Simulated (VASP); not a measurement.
**Geometry relaxation of MgO (part 2 of 2)**

The same run, continued: MgO (Fm-3m, 2 atoms in the cell); Kohn-Sham DFT of a periodic cell, PBE, VASP PAW PBE potentials, recommended, no spin polarisation (VASP 6.6.1); cutoff 520 eV, 2×2×2 k-mesh, Gaussian smearing of 0.02 eV. The structure derives from an entry of the Crystallography Open Database.

Geometry of the input (Å; fractional positions):
```
0.0000  2.1085  2.1085
2.1085  0.0000  2.1085
2.1085  2.1085  0.0000
Mg 0.0000  0.0000  0.0000
O  0.5000  0.5000  0.5000
```

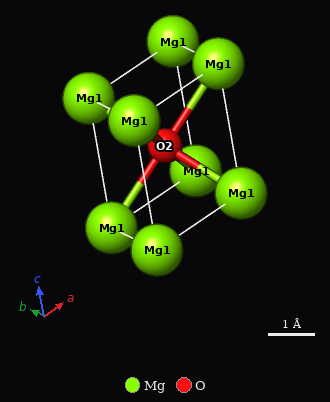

Fig. 1: The geometry at step 1 of the log (ball-and-stick view of the cell of the calculation, seen slightly off an axis; atoms are numbered from 1 in the order of the input).

## Parts of OUTCAR, continued
```
   k-points           NKPTS =      3   k-points in BZ     NKDIM =      3   number of bands    NBANDS=      8
   number of dos      NEDOS =    301   number of ions     NIONS =      2
   total plane-waves  NPLWV =  13824
   dimension x,y,z NGX =    24 NGY =   24 NGZ =   24
   dimension x,y,z NGXF=    48 NGYF=   48 NGZF=   48
   ions per type =               1   1
   NGX,Y,Z   is equivalent  to a cutoff of  13.38, 13.38, 13.38 a.u.
   NGXF,Y,Z  is equivalent  to a cutoff of  26.76, 26.76, 26.76 a.u.
 SYSTEM =  unknown system
   PREC   = accura    normal or accurate (medium, high low for compatibility)
   ISTART =      0    job   : 0-new  1-cont  2-samecut
   ICHARG =      2    charge: 1-file 2-atom 10-const
   ISPIN  =      1    spin polarized calculation?
   LNONCOLLINEAR =      F non collinear calculations
   LSORBIT =      F    spin-orbit coupling
   LASPH  =      T    aspherical Exc in radial PAW
   ENCUT  =  520.0 eV  38.22 Ry    6.18 a.u.   5.54  5.54  5.54*2*pi/ulx,y,z
   NELM   =     60;   NELMIN=  2; NELMDL= -5     # of ELM steps
   EDIFF  = 0.1E-06   stopping-criterion for ELM
   LREAL  =      F    real-space projection
   EDIFFG = -.2E-02   stopping-criterion for IOM
   NSW    =     80    number of steps for IOM
   IBRION =      2    ionic relax: 0-MD 1-quasi-New 2-CG
   NFREE  =      1    steps in history (QN), initial steepest desc. (CG)
   ISIF   =      3    stress and relaxation
   ISYM   =      2    0-nonsym 1-usesym 2-fastsym
   POTIM  = 0.5000    time-step for ionic-motion
   TEBEG  =    0.0;   TEEND  =   0.0 temperature during run
   PSTRESS=    0.0 pullay stress
   NELECT =       8.0000    total number of electrons
   NUPDOWN=      -1.0000    fix difference up-down
   EMIN   =  10.00;   EMAX   =-10.00  energy-range for DOS
   EFERMI =   0.00;   METHOD = LEGACY
   ISMEAR =     0;   SIGMA  =   0.02  broadening in eV -4-tet -1-fermi 0-gaus
   EFERMI_NEDOS =   21; number of points for ismear=-14 and -15
   IALGO  =     38    algorithm
   IMIX   =      4    mixing-type and parameters
     AMIX     =   0.40;   BMIX     =  1.00
     AMIX_MAG =   1.60;   BMIX_MAG =  1.00
  volume/ion in A,a.u.               =       9.37        63.26
  Fermi-wavevector in a.u.,A,eV,Ry     =   1.232503  2.329092 20.668107  1.519063
  Thomas-Fermi vector in A             =   2.367270
   LORBIT       =      0    0 simple, 1 ext, 2 COOP (PROOUT), +10 PAW based schemes
   GGA     = PE    functional components
   LHFCALC =     F    Hartree Fock is set to
   AEXX    =    0.0000 exact exchange contribution
   IVDW    =     0    specifies the selected vdW correction
   LEPSILON=     F    determine dielectric tensor
   LRPA    =     F    only Hartree local field effects (RPA)
 conjugate gradient relaxation of ions
 non-spin polarized calculation
 Gauss-broadening in eV      SIGMA  =   0.02
  energy-cutoff  :      520.00
  volume of cell :       18.75
 maximum number of plane-waves:       531
 NGX is ok and might be reduce to    24
   NGX = 11   NGY = 11   NGZ = 11

--------------------------------------- Ionic step        1  -------------------------------------------

 number of electron       8.0000005 magnetization

 Free energy of the ion-electron system (eV)
  ---------------------------------------------------
  ext. energy  EPLUGINS =         0.00000000
  ---------------------------------------------------
  free energy    TOTEN  =       -11.03492185 eV

  energy without entropy =      -11.03492185  energy(sigma->0) =      -11.03492185

------------------------ aborting loop because EDIFF is reached ----------------------------------------

  FORCE on cell =-STRESS in cart. coord.  units (eV):
  Direction    XX          YY          ZZ          XY          YZ          ZX
  --------------------------------------------------------------------------------------
  -------------------------------------------------------------------------------------
  Total        0.9336658      0.9336658      0.9336658      0.0000000      0.0000000     -0.0000000
  in kB       79.7905095     79.7905095     79.7905095      0.0000000      0.0000000     -0.0000000
  external PRESSURE =      79.7905095 kB  Pullay stress =       0.0000000 kB

 VOLUME and BASIS-vectors are now :
 -----------------------------------------------------------------------------
  energy-cutoff  :      520.00
  volume of cell :       18.75
      direct lattice vectors                 reciprocal lattice vectors
     0.000000000  2.108500000  2.108500000    -0.237135404  0.237135404  0.237135404
     2.108500000  0.000000000  2.108500000     0.237135404 -0.237135404  0.237135404
     2.108500000  2.108500000  0.000000000     0.237135404  0.237135404 -0.237135404

 POSITION                                       TOTAL-FORCE (eV/Angst)
 -----------------------------------------------------------------------------------
      0.00000      0.00000      0.00000         0.000000      0.000000      0.000000
      2.10850      2.10850      2.10850        -0.000000     -0.000000     -0.000000
 -----------------------------------------------------------------------------------
    total drift:                               -0.000000     -0.000000      0.000000

  FREE ENERGIE OF THE ION-ELECTRON SYSTEM (eV)
  ---------------------------------------------------
  free  energy   TOTEN  =       -11.0349218496 eV

  energy  without entropy=      -11.0349218496  energy(sigma->0) =      -11.03492185

--------------------------------------- Ionic step        2  -------------------------------------------

 number of electron       7.9999997 magnetization

------------------------ aborting loop because EDIFF is reached ----------------------------------------

  FORCE on cell =-STRESS in cart. coord.  units (eV):
  Direction    XX          YY          ZZ          XY          YZ          ZX
  --------------------------------------------------------------------------------------
  -------------------------------------------------------------------------------------
  Total       -0.3034017     -0.3034017     -0.3034017      0.0000000      0.0000000     -0.0000000
  in kB      -24.2527362    -24.2527362    -24.2527362      0.0000000      0.0000000     -0.0000000
  external PRESSURE =     -24.2527362 kB  Pullay stress =       0.0000000 kB

 VOLUME and BASIS-vectors are now :
 -----------------------------------------------------------------------------
  energy-cutoff  :      520.00
  volume of cell :       20.04
      direct lattice vectors                 reciprocal lattice vectors
     0.000000000  2.155986075  2.155986075    -0.231912444  0.231912444  0.231912444
     2.155986075  0.000000000  2.155986075     0.231912444 -0.231912444  0.231912444
     2.155986075  2.155986075 -0.000000000     0.231912444  0.231912444 -0.231912444

 POSITION                                       TOTAL-FORCE (eV/Angst)
 -----------------------------------------------------------------------------------
      0.00000      2.15599      2.15599         0.000000      0.000000      0.000000
      2.15599      2.15599      2.15599        -0.000000     -0.000000     -0.000000
 -----------------------------------------------------------------------------------
    total drift:                               -0.000000     -0.000000      0.000000

  FREE ENERGIE OF THE ION-ELECTRON SYSTEM (eV)
  ---------------------------------------------------
  free  energy   TOTEN  =       -11.0550495677 eV

  energy  without entropy=      -11.0550495677  energy(sigma->0) =      -11.05504957

--------------------------------------- Ionic step        3  -------------------------------------------

 number of electron       8.0000000 magnetization

 Free energy of the ion-electron system (eV)
  ---------------------------------------------------
  ext. energy  EPLUGINS =         0.00000000
  ---------------------------------------------------
  free energy    TOTEN  =       -11.05767635 eV

  energy without entropy =      -11.05767635  energy(sigma->0) =      -11.05767635

 E-fermi :   3.4763     XC(G=0): -10.7233     alpha+bet :-12.4813

 val. band max:        3.2988146937   @ k =   0.0000   0.0000   0.0000
 cond. band min:       7.2671669927   @ k =   0.0000   0.0000   0.0000
 fundamental gap:      3.9683522990
 Fermi energy:         3.4763350835

 k-point     1 :       0.0000    0.0000    0.0000
  band No.  band energies     occupation
      1     -13.7602      2.00000
      2       3.2988      2.00000
      3       3.2988      2.00000
      4       3.2988      2.00000
      5       7.2672      0.00000
      6      18.3823      0.00000
      7      18.3823      0.00000
      8      18.3823      0.00000

 k-point     2 :       0.5000    0.0000    0.0000
  band No.  band energies     occupation
      1     -12.5524      2.00000
      2      -1.2893      2.00000
      3       2.6744      2.00000
      4       2.6744      2.00000
      5      10.5374      0.00000
      6      15.2039      0.00000
      7      18.6206      0.00000
      8      18.6206      0.00000

 k-point     3 :       0.5000    0.5000    0.0000
  band No.  band energies     occupation
      1     -12.3001      2.00000
      2      -0.7469      2.00000
      3       1.9565      2.00000
      4       1.9565      2.00000
      5      11.9734      0.00000
      6      12.2653      0.00000
      7      15.7393      0.00000
      8      21.1935      0.00000

------------------------ aborting loop because EDIFF is reached ----------------------------------------

  FORCE on cell =-STRESS in cart. coord.  units (eV):
  Direction    XX          YY          ZZ          XY          YZ          ZX
  --------------------------------------------------------------------------------------
  -------------------------------------------------------------------------------------
  Total        0.0023165      0.0023165      0.0023165     -0.0000000      0.0000000      0.0000000
  in kB        0.1884105      0.1884105      0.1884105     -0.0000000      0.0000000      0.0000000
  external PRESSURE =       0.1884105 kB  Pullay stress =       0.0000000 kB

 VOLUME and BASIS-vectors are now :
 -----------------------------------------------------------------------------
  energy-cutoff  :      520.00
  volume of cell :       19.70
      direct lattice vectors                 reciprocal lattice vectors
     0.000000000  2.143573767  2.143573767    -0.233255327  0.233255327  0.233255327
     2.143573767  0.000000000  2.143573767     0.233255327 -0.233255327  0.233255327
     2.143573767  2.143573767 -0.000000000     0.233255327  0.233255327 -0.233255327

 POSITION                                       TOTAL-FORCE (eV/Angst)
 -----------------------------------------------------------------------------------
      0.00000      0.00000      0.00000         0.000000      0.000000      0.000000
      2.14357      2.14357      2.14357        -0.000000     -0.000000     -0.000000
 -----------------------------------------------------------------------------------
    total drift:                               -0.000000     -0.000000      0.000000

  FREE ENERGIE OF THE ION-ELECTRON SYSTEM (eV)
  ---------------------------------------------------
  free  energy   TOTEN  =       -11.0576763500 eV

  energy  without entropy=      -11.0576763500  energy(sigma->0) =      -11.05767635

 reached required accuracy - stopping structural energy minimisation
```

## CONTCAR
```
MgO
   1.00000000000000
     0.0000000000000000    2.1435737670970569    2.1435737670970569
     2.1435737670970569    0.0000000000000000    2.1435737670970569
     2.1435737670970569    2.1435737670970569   -0.0000000000000000
  Mg              O
     1     1
Direct
     0.0000000000000000    0.0000000000000000    0.0000000000000000
     0.5000000000000000    0.5000000000000000    0.5000000000000000

  0.00000000E+00  0.00000000E+00  0.00000000E+00
  0.00000000E+00  0.00000000E+00  0.00000000E+00
```

## Trajectory as extended XYZ (Å, eV, eV/Å), 3 frames, from step=0 to step=2
```
2
Lattice="0.0000 2.1085 2.1085 2.1085 0.0000 2.1085 2.1085 2.1085 0.0000" Properties=species:S:1:pos:R:3:forces:R:3 step=0 energy=-11.03492
Mg    0.0000    0.0000    0.0000    0.0000   0.0000   0.0000
O     2.1085    2.1085    2.1085    0.0000   0.0000   0.0000
2
Lattice="0.0000 2.1560 2.1560 2.1560 0.0000 2.1560 2.1560 2.1560 -0.0000" Properties=species:S:1:pos:R:3:forces:R:3 step=1 energy=-11.05505
Mg    0.0000    2.1560    2.1560    0.0000   0.0000   0.0000
O     2.1560    2.1560    2.1560    0.0000   0.0000   0.0000
2
Lattice="0.0000 2.1436 2.1436 2.1436 0.0000 2.1436 2.1436 2.1436 -0.0000" Properties=species:S:1:pos:R:3:forces:R:3 step=2 energy=-11.05768
Mg    0.0000    0.0000    0.0000    0.0000   0.0000   0.0000
O     2.1436    2.1436    2.1436    0.0000   0.0000   0.0000
```

## Summary

```csv
quantity,value
outcome,converged
space group (tolerance 0.01 Å),Fm-3m (225)
electrons treated,8
free energy,−11.0577 eV
gap on the k-point mesh,3.97 eV
pressure,0.02 GPa
final volume,19.70 Å³
largest force (length of the vector) at the end,under 0.001 eV/Å
final cell,"a = 3.031 Å, b = 3.031 Å, c = 3.031 Å, α = 60.00°, β = 60.00°, γ = 60.00°"
hardware,"1 thread of AMD EPYC (Zen 3), 1656 GiB of memory available, shared host"
wall time,6.3 s
peak memory,0.11 GiB
```

## Remarks

So coarse a mesh can miss the band edges, so the true gap of this method can be much smaller, or zero. The k-point mesh is coarse for a cell of this size, so the results may not be converged. The volume changed by more than 5 % on the plane waves of the start, so the result carries a basis error; a second relaxation from the end is advised.
